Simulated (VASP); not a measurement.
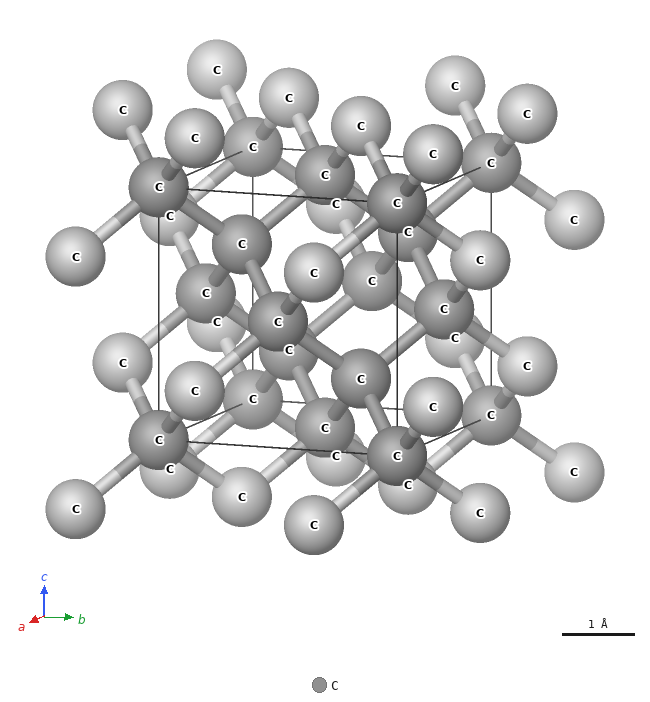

Fig. 1: The structure (ball-and-stick view of the cell 4 times as large as that of the calculation, set on its symmetry axes, seen slightly off an axis; neighbours outside the cell are drawn fainter). Near neighbours in the crystal (not all of them lie inside the picture): C has 4 C at 1.54 Å.

Band-structure calculation, with input and output: C

C (Fd-3m, 2 atoms in the cell), computed with DFT, PBEsol, plane waves, PAW (VASP 6.6.1).

The structure was built on a prototype by a generator. The geometry comes from this level: r2SCAN.

### INCAR
```
ENCUT = 520.000000
SIGMA = 0.010000
EDIFF = 1.00e-07
GGA = PS
PREC = Accurate
IBRION = -1
ISIF = 2
ISMEAR = 0
NBANDS = 11
NELM = 120
NSW = 0
LASPH = .TRUE.
LCHARG = .TRUE.
LELF = .TRUE.
LWAVE = .FALSE.
LREAL = .FALSE.
```

### KPOINTS
```
KPOINTS created by Atomic Simulation Environment
0
Gamma
12 12 12
0 0 0
```

### KPOINTS_OPT
```
special points
7
Reciprocal
0.0000000000 0.0000000000 0.0000000000 1
0.5000000000 0.0000000000 0.5000000000 1
0.5000000000 0.2500000000 0.7500000000 1
0.3750000000 0.3750000000 0.7500000000 1
0.5000000000 0.5000000000 0.5000000000 1
0.6250000000 0.2500000000 0.6250000000 1
0.3500000000 0.0000000000 0.3500000000 1
```

### POSCAR
```
C
 1.0000000000000000
     0.0000000000000000    1.7801241435693234    1.7801241435693234
     1.7801241435693234   -0.0000000000000000    1.7801241435693234
     1.7801241435693234    1.7801241435693234   -0.0000000000000000
 C
   2
Cartesian
  0.0000000000000000  0.0000000000000000 -0.0000000000000000
  0.8900620717846617  0.8900620717846617  0.8900620717846617
```

Launch command:
```bash
mpirun -np 1 vasp_std
```

### OSZICAR
```
N       E                     dE             d eps       ncg     rms          rms(c)
DAV:   1    -0.527506119517E+00   -0.52751E+00   -0.48431E+03  1643   0.724E+02
DAV:   2    -0.195633246084E+02   -0.19036E+02   -0.18581E+02  2066   0.123E+02
DAV:   3    -0.199228401844E+02   -0.35952E+00   -0.35872E+00  1833   0.130E+01
DAV:   4    -0.199234275149E+02   -0.58733E-03   -0.58732E-03  1715   0.660E-01
DAV:   5    -0.199234281766E+02   -0.66168E-06   -0.66167E-06  1805   0.206E-02    0.563E+00
DAV:   6    -0.194233978274E+02    0.50003E+00   -0.25620E-01  1620   0.351E+00    0.332E+00
DAV:   7    -0.192491641623E+02    0.17423E+00   -0.30782E-01  1713   0.388E+00    0.697E-01
DAV:   8    -0.192497302120E+02   -0.56605E-03   -0.75018E-03  1671   0.681E-01    0.294E-02
DAV:   9    -0.192497482071E+02   -0.17995E-04   -0.15183E-05  1857   0.351E-02    0.216E-02
DAV:  10    -0.192497565538E+02   -0.83467E-05   -0.35396E-06  1725   0.164E-02    0.449E-03
DAV:  11    -0.192497564018E+02    0.15201E-06   -0.95608E-08  1878   0.264E-03    0.387E-04
DAV:  12    -0.192497563923E+02    0.94769E-08   -0.29462E-09   864   0.533E-04
   1 F= -.19249756E+02 E0= -.19249756E+02  d E =-.809236-130
       N       E                     dE             ncg
DAV:   1     0.116452624181E+04   -0.24249E+04      162
DAV:   2     0.103628811528E+04   -0.12824E+03      194
DAV:   3     0.103415055556E+04   -0.21376E+01      166
DAV:   4     0.103414823523E+04   -0.23203E-02      172
DAV:   5     0.103414823229E+04   -0.29451E-05      172
DAV:   6     0.103414823228E+04   -0.43485E-08      183
```

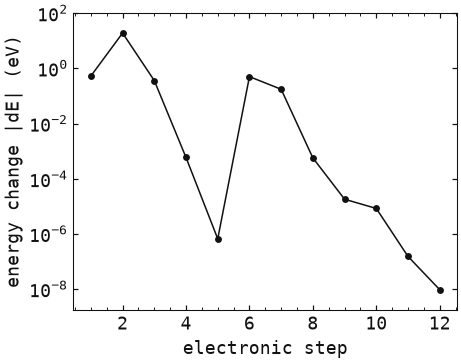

Fig. 2: Convergence of the self-consistent field: energy change |dE| against the electronic step. It takes 12 electronic steps. The density is held fixed in the first few steps, and dE rises again when its update begins.

### Parts of OUTCAR
```
k-points           NKPTS =     72   k-points in BZ     NKDIM =     72   number of bands    NBANDS=     11

   NELECT =       8.0000    total number of electrons

   dimension x,y,z NGX =    20 NGY =   20 NGZ =   20
   dimension x,y,z NGXF=    40 NGYF=   40 NGZF=   40

  energy-cutoff  :      520.00
  volume of cell :       11.28
      direct lattice vectors                 reciprocal lattice vectors
     0.000000000  1.780124144  1.780124144    -0.280879287  0.280879287  0.280879287
     1.780124144  0.000000000  1.780124144     0.280879287 -0.280879287  0.280879287
     1.780124144  1.780124144  0.000000000     0.280879287  0.280879287 -0.280879287

 k-points in reciprocal lattice and weights: KPOINTS created by Atomic Simulation Env
   0.00000000  0.00000000  0.00000000       0.001
   0.08333333  0.00000000  0.00000000       0.005
   0.16666667  0.00000000  0.00000000       0.005
   0.25000000  0.00000000  0.00000000       0.005
   0.33333333  0.00000000  0.00000000       0.005
   0.41666667  0.00000000  0.00000000       0.005
   0.50000000  0.00000000  0.00000000       0.002
   0.08333333  0.08333333  0.00000000       0.003
   0.16666667  0.08333333  0.00000000       0.014
   0.25000000  0.08333333  0.00000000       0.014
   0.33333333  0.08333333  0.00000000       0.014
   0.41666667  0.08333333  0.00000000       0.014
   0.50000000  0.08333333  0.00000000       0.014
  -0.41666667  0.08333333  0.00000000       0.014
  -0.33333333  0.08333333  0.00000000       0.014
  -0.25000000  0.08333333  0.00000000       0.014
  -0.16666667  0.08333333  0.00000000       0.014
  -0.08333333  0.08333333  0.00000000       0.007
   0.16666667  0.16666667  0.00000000       0.003
   0.25000000  0.16666667  0.00000000       0.014
   0.33333333  0.16666667  0.00000000       0.014
   0.41666667  0.16666667  0.00000000       0.014
   0.50000000  0.16666667  0.00000000       0.014
  -0.41666667  0.16666667  0.00000000       0.014
  -0.33333333  0.16666667  0.00000000       0.014
  -0.25000000  0.16666667  0.00000000       0.014
  -0.16666667  0.16666667  0.00000000       0.007
   0.25000000  0.25000000  0.00000000       0.003
   0.33333333  0.25000000  0.00000000       0.014
   0.41666667  0.25000000  0.00000000       0.014
   0.50000000  0.25000000  0.00000000       0.014
  -0.41666667  0.25000000  0.00000000       0.014
  -0.33333333  0.25000000  0.00000000       0.014
  -0.25000000  0.25000000  0.00000000       0.007
   0.33333333  0.33333333  0.00000000       0.003
   0.41666667  0.33333333  0.00000000       0.014
   0.50000000  0.33333333  0.00000000       0.014
  -0.41666667  0.33333333  0.00000000       0.014
  -0.33333333  0.33333333  0.00000000       0.007
   0.41666667  0.41666667  0.00000000       0.003
   0.50000000  0.41666667  0.00000000       0.014
  -0.41666667  0.41666667  0.00000000       0.007
   0.50000000  0.50000000  0.00000000       0.002
   0.25000000  0.16666667  0.08333333       0.014
   0.33333333  0.16666667  0.08333333       0.028
   0.41666667  0.16666667  0.08333333       0.028
   0.50000000  0.16666667  0.08333333       0.028
  -0.41666667  0.16666667  0.08333333       0.014
   0.33333333  0.25000000  0.08333333       0.014
   0.41666667  0.25000000  0.08333333       0.028
   0.50000000  0.25000000  0.08333333       0.028
  -0.41666667  0.25000000  0.08333333       0.028
  -0.33333333  0.25000000  0.08333333       0.028
  -0.25000000  0.25000000  0.08333333       0.028
  -0.16666667  0.25000000  0.08333333       0.014
   0.41666667  0.33333333  0.08333333       0.014
   0.50000000  0.33333333  0.08333333       0.028
  -0.41666667  0.33333333  0.08333333       0.028
  -0.33333333  0.33333333  0.08333333       0.028
  -0.25000000  0.33333333  0.08333333       0.014
   0.50000000  0.41666667  0.08333333       0.014
  -0.41666667  0.41666667  0.08333333       0.028
  -0.33333333  0.41666667  0.08333333       0.014
  -0.41666667  0.50000000  0.08333333       0.007
   0.50000000  0.33333333  0.16666667       0.014
  -0.41666667  0.33333333  0.16666667       0.028
  -0.33333333  0.33333333  0.16666667       0.014
  -0.41666667  0.41666667  0.16666667       0.014
  -0.33333333  0.41666667  0.16666667       0.028
  -0.25000000  0.41666667  0.16666667       0.014
  -0.33333333  0.50000000  0.16666667       0.007
  -0.25000000  0.50000000  0.25000000       0.003

 E-fermi :   9.9585

 k-point     1 :       0.0000    0.0000    0.0000
  band No.  band energies     occupation
      1     -11.8069      2.00000
      2       9.7887      2.00000
      3       9.7887      2.00000
      4       9.7887      2.00000
      5      15.3429      0.00000
      6      15.3429      0.00000
      7      15.3429      0.00000
      8      23.2822      0.00000
      9      28.8164      0.00000
     10      36.3165      0.00000
     11      36.3165      0.00000

 k-point     2 :       0.0833    0.0000    0.0000
  band No.  band energies     occupation
      1     -11.6133      2.00000
      2       8.5483      2.00000
      3       9.4610      2.00000
      4       9.4610      2.00000
      5      15.7717      0.00000
      6      15.7717      0.00000
      7      16.0692      0.00000
      8      23.4331      0.00000
      9      29.1437      0.00000
     10      34.0797      0.00000
     11      34.0797      0.00000

 k-point     3 :       0.1667    0.0000    0.0000
  band No.  band energies     occupation
      1     -11.0348      2.00000
      2       5.9962      2.00000
      3       8.7521      2.00000
      4       8.7521      2.00000
      5      16.6984      0.00000
      6      16.6984      0.00000
      7      17.1778      0.00000
      8      23.8619      0.00000
      9      29.8286      0.00000
     10      32.4662      0.00000
     11      32.4662      0.00000

 k-point     4 :       0.2500    0.0000    0.0000
  band No.  band energies     occupation
      1     -10.0795      2.00000
      2       3.1395      2.00000
      3       8.0234      2.00000
      4       8.0234      2.00000
      5      17.5544      0.00000
      6      17.5544      0.00000
      7      17.9539      0.00000
      8      24.4528      0.00000
      9      30.2775      0.00000
     10      32.0507      0.00000
     11      32.0507      0.00000

 k-point     5 :       0.3333    0.0000    0.0000
  band No.  band energies     occupation
      1      -8.7672      2.00000
      2       0.3386      2.00000
      3       7.4462      2.00000
      4       7.4462      2.00000
      5      18.0309      0.00000
      6      18.0309      0.00000
      7      18.4023      0.00000
      8      24.9793      0.00000
      9      30.5481      0.00000
     10      32.8985      0.00000
     11      32.8985      0.00000

 [... the levels of 66 k-points are left out ...]

 k-point    72 :      -0.2500    0.5000    0.2500
  band No.  band energies     occupation
      1      -2.1970      2.00000
      2      -2.1970      2.00000
      3       1.3258      2.00000
      4       1.3258      2.00000
      5      20.2746      0.00000
      6      20.2746      0.00000
      7      22.1652      0.00000
      8      22.1652      0.00000
      9      31.0691      0.00000
     10      31.0691      0.00000
     11      40.1114      0.00000

  Total       -0.0945703     -0.0945703     -0.0945703     -0.0000000     -0.0000000     -0.0000000
  in kB      -13.4302549    -13.4302549    -13.4302549     -0.0000000     -0.0000000     -0.0000000
  external PRESSURE =     -13.4302549 kB  Pullay stress =       0.0000000 kB

 POSITION                                       TOTAL-FORCE (eV/Angst)
 -----------------------------------------------------------------------------------
      0.00000      0.00000      0.00000         0.000000      0.000000      0.000000
      0.89006      0.89006      0.89006        -0.000000     -0.000000     -0.000000
 -----------------------------------------------------------------------------------
    total drift:                                0.000000      0.000000      0.000000

  FREE ENERGIE OF THE ION-ELECTRON SYSTEM (eV)
  ---------------------------------------------------
  free  energy   TOTEN  =       -19.2497563923 eV

  energy  without entropy=      -19.2497563923  energy(sigma->0) =      -19.24975639
```

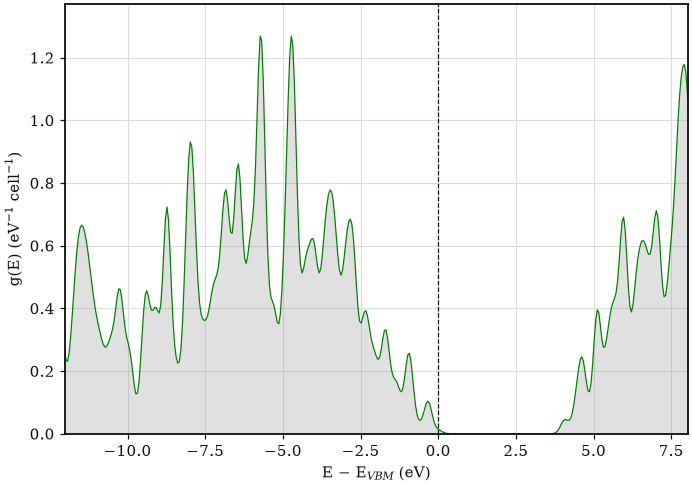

Fig. 3: Density of states (the curve is built from the levels of the k mesh with Gaussians 0.3 eV wide, which also blur the band edges), with energies from the valence-band top. There is a gap of 4.02 eV on the k-point mesh. Small ripples come from the finite k-point mesh.

### Results in brief

| quantity | value |
| --- | --- |
| outcome | converged |
| space group (tolerance 0.01 Å) | Fd-3m (227) |
| electrons treated | 8 |
| free energy | −19.2498 eV |
| Fermi energy | 9.959 eV |
| band gap | 4.02 eV |
| pressure | −1.34 GPa |
| largest force (length of the vector) | under 0.001 eV/Å |
| hardware | 1 CPU thread, shared host |
| wall time | 8.3 s |
| peak memory | 0.12 GiB |
